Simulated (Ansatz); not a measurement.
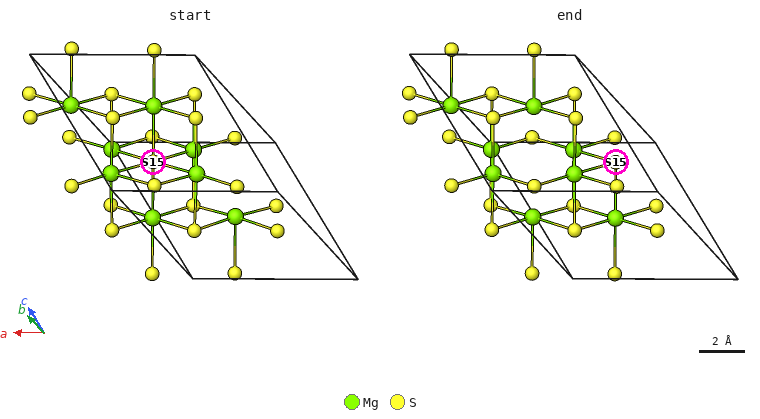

The two relaxed end points of a path for a defect cell of composition Mg8S7 with an S vacancy (15 atoms in the cell). A ball-and-stick model of the reduced simulation cell (origin moved), seen from a free direction. The moving atom is ringed, with any periodic copies. Lengths and directions refer to the drawn axes. Bonds to atoms that aren't drawn are left out.

Computed with DFT, PAW plane waves, PBE in Ansatz 0.2.0.

The input:
```yaml
crystal:
  lattice:
    - [0.0, 5.247772, 5.247772]
    - [5.247772, 0.0, 5.247772]
    - [5.247772, 5.247772, 0.0]
  atoms:
    - { symbol: Mg, position: [0.00102514, 0.00367787, 0.00206803] }
    - { symbol: S, position: [0.25304418, 0.25341254, 0.24063197] }
    - { symbol: Mg, position: [-0.00426048, 0.002384, 0.50152583] }
    - { symbol: S, position: [0.25013773, 0.25543771, 0.74485033] }
    - { symbol: Mg, position: [0.00234029, 0.49845908, 0.00100299] }
    - { symbol: S, position: [0.25282112, 0.75147447, 0.24392817] }
    - { symbol: Mg, position: [0.00883608, 0.50039397, 0.4940648] }
    - { symbol: Mg, position: [0.49432762, 0.00264604, 0.00126556] }
    - { symbol: S, position: [0.75360079, 0.25177267, 0.24853462] }
    - { symbol: Mg, position: [0.49921721, -0.00475631, 0.50056721] }
    - { symbol: S, position: [0.75084065, 0.24924714, 0.74913363] }
    - { symbol: Mg, position: [0.49912614, 0.49537115, 0.00266207] }
    - { symbol: S, position: [0.74896521, 0.74888124, 0.24994208] }
    - { symbol: Mg, position: [0.49827179, 0.49817838, 0.50393421] }
    - { symbol: S, position: [0.74488438, 0.75069015, 0.75714947] }
kpoints:
  mp_grid: { grid: [2, 2, 2] }
magnetization:
  spin_polarized: false
scf:
  occupations: { method: fermi_dirac, width: 0.1 }
hamiltonian:
  pseudopotentials: { kind: paw }
  xc: pbe
basis:
  ecutwfc: 420
neb:
  images: 5
  relax_end_points: true
  climbing: true
  f_tol: 0.1
  max_iterations: 40
  order_check: false
  final_atoms:
    - { symbol: Mg, position: [0.00102514, 0.00367787, 0.00206803] }
    - { symbol: S, position: [0.25304418, 0.25341254, 0.24063197] }
    - { symbol: Mg, position: [-0.00426048, 0.002384, 0.50152583] }
    - { symbol: S, position: [0.25013773, 0.25543771, 0.74485033] }
    - { symbol: Mg, position: [0.00234029, 0.49845908, 0.00100299] }
    - { symbol: S, position: [0.25282112, 0.75147447, 0.24392817] }
    - { symbol: Mg, position: [0.00883608, 0.50039397, 0.4940648] }
    - { symbol: Mg, position: [0.49432762, 0.00264604, 0.00126556] }
    - { symbol: S, position: [0.75360079, 0.25177267, 0.24853462] }
    - { symbol: Mg, position: [0.49921721, -0.00475631, 0.50056721] }
    - { symbol: S, position: [0.75084065, 0.24924714, 0.74913363] }
    - { symbol: Mg, position: [0.49912614, 0.49537115, 0.00266207] }
    - { symbol: S, position: [0.74896521, 0.74888124, 0.24994208] }
    - { symbol: Mg, position: [0.49827179, 0.49817838, 0.50393421] }
    - { symbol: S, position: [0.25212359, 0.74632235, 0.74821492] }
```

Command:
```bash
ansatz run input.yaml --threads 4 --pin off --max-ram 8192MiB --backend cpu --events-out ev --progress --plain --runs-dir out
```

### Predict the minimum-energy path and its barrier.

The barrier is about 2.09 eV in both directions, with image 3 at the top; the ends have nearly the same energy. It is a vacancy jump: a nearby atom moves into the empty site and leaves its own site empty. An S atom travels furthest, 3.71 Å from end to end, along −a, on a straight line. At the highest image its nearest neighbour (Mg) is 2.27 Å away, against 2.61 Å at the start, and the surrounding atoms stand up to 0.47 Å off the mean of their end positions. The band converged in 6 iterations. The largest component of the band force went from 9.2 to 0.04 eV/Å. The climbing image converged on the top of the path. Its curvatures weren't checked. The force threshold of 0.1 eV/Å is loose, so the barrier is approximate.

Energies of the converged images:

| image | path (Å) | E (eV) |
| --- | --- | --- |
| 0 | 0.00 | 0.000 |
| 1 | 0.73 | 0.181 |
| 2 | 1.46 | 1.115 |
| 3 | 2.19 | 2.089 |
| 4 | 2.91 | 1.129 |
| 5 | 3.63 | 0.194 |
| 6 | 4.34 | 0.001 |

The geometry at the top of the path:

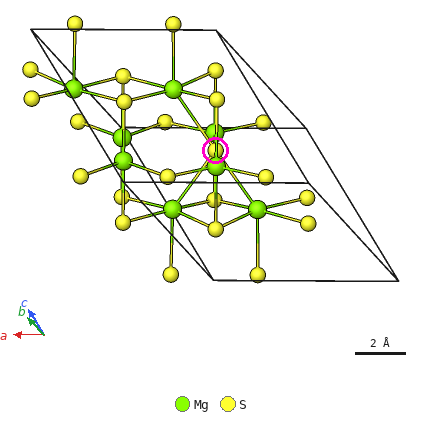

Limits of the set-up: the k-point mesh is coarse for a cell with partly filled bands; the periodic images lie only 7.4 Å apart, so the values are limited by the cell's size.
